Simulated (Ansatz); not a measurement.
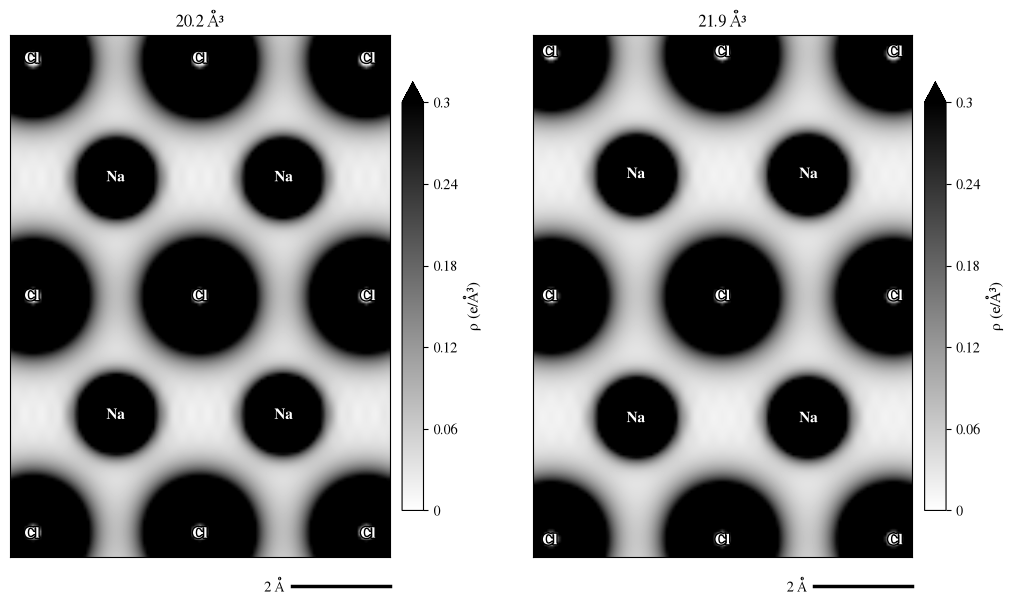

NaCl. The valence electron density of cells scaled evenly to different volumes (given per atom above each panel), on the (11̄0) plane of each (indices in the axes of the cell below), at one length scale and on one colour scale.

A structure from a database of computed crystals, not necessarily the ambient phase.

These are results of Kohn-Sham DFT of a periodic cell, LDA, Ansatz PAW in Ansatz 0.2.0, not measurements.

The largest cell:

```
Cl Na
1.0
     3.52538    0.00000    0.00000
     0.00000    3.52538    0.00000
     0.00000    0.00000    3.52538
Cl Na
1 1
Direct
  0.50000 0.50000 0.50000
  0.00000 0.00000 0.00000
```

| volume (Å³/atom) | Na–Cl contact in the plane (Å) | ρ at its midpoint (e/Å³) | pressure (GPa) | gap on the mesh (eV) | 
| --- | --- | --- | --- | --- |
| 20.19 | 2.971 | 0.106 | −1.7 | 3.81 | 
| 21.05 | 3.013 | ? | ? | ? | 
| 21.91 | 3.053 | 0.092 | −3.4 | 3.54 | 

### Estimate the missing row, and compare with the calculation.

Over the known rows ln ρ falls by 1.73 per Å of Na–Cl distance (the line through the two), which gives 0.099 e/Å³ at 3.013 Å; the calculation gives 0.099 e/Å³. For the pressure, a straight line in volume between the neighbouring rows gives −2.5 GPa; the calculation gives −2.7. For the gap on the mesh, a straight line in volume between the neighbouring rows gives 3.67 eV; the calculation gives 3.67.
